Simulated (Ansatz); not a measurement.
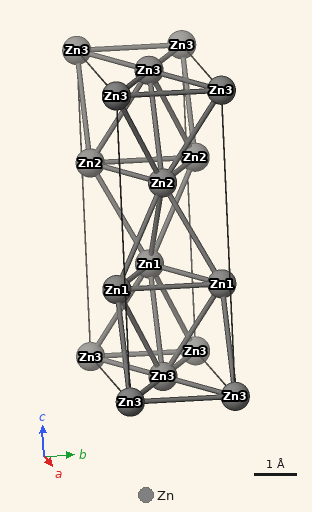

Starting structure of crystalline Zn (set up in C2/m). The picture is a ball-and-stick view of the conventional cell (2 times the calculation's cell), seen slightly off an axis. Lengths and directions refer to the drawn axes.

The run lets cell and atoms move.

The calculation used Kohn-Sham DFT of a periodic cell, PBEsol, Ansatz PAW in Ansatz 0.2.0.

The input:
```yaml
crystal:
  lattice:
    - [2.2681701736, -1.30848701, 0.0]
    - [2.2681701736, 1.30848701, 0.0]
    - [-1.5917165425, 0.0, 7.3004081919]
  atoms:
    - { symbol: Zn, position: [0.77801786, 0.77801786, 0.33450498] }
    - { symbol: Zn, position: [0.22198214, 0.22198214, 0.66549502] }
    - { symbol: Zn, position: [0.0, 0.0, 0.0] }
hamiltonian:
  xc: pbesol
  pseudopotentials: { kind: paw }
kpoints:
  mp_grid: { grid: [12, 12, 4] }
scf:
  occupations: { method: fermi_dirac, width: 0.05 }
output:
  forces: true
  stress: true
  eigenvalues: true
  write_density: true
  write_potential: true
  elf: true
  volumetric_format: npy
relax:
  f_tol: 0.01
  max_steps: 40
  cell: { stress_tol: 0.05 }
```

Launched with:
```bash
ansatz run input.yaml --threads 2 --pin off --max-ram 5632MiB --backend cpu --events-out ev --progress --plain --runs-dir out
```

**What does the optimiser find from here?**

The atoms keep their places relative to the cell (all moves are under 0.005 Å). The drawn cell changes as follows: a 4.536 → 4.457 Å (−1.8 %), b 2.617 → 2.570 Å (−1.8 %), c 7.472 → 7.715 Å (+3.2 %), β 102.3° → 101.1°; the volume changes by +0.1 %. Near-neighbour distances that change, for instance: Zn1–Zn2 2.837 → 2.913 Å, Zn1–Zn3 2.865 → 2.936 Å, Zn1–Zn2 (another image) 2.857 → 2.915 Å, Zn1–Zn3 (another image) 2.887 → 2.934 Å. The space group (tolerance 0.01 Å) goes from C2/m (No. 12) to R-3m (No. 166). The energy falls by 10.5 meV per atom in 6 accepted moves (7 points after the start). Largest force component: 0.0096 eV/Å at the start, 0.00073 eV/Å at the end. Pressure: −1.27 GPa at the start and 0.01 GPa at the end. At 1 point the geometry stayed and the basis and grid were re-selected for the new cell (energy shift of 0.1 meV per atom at most each time).

After the run, drawn alike:

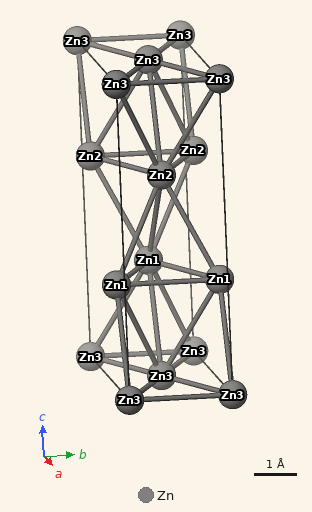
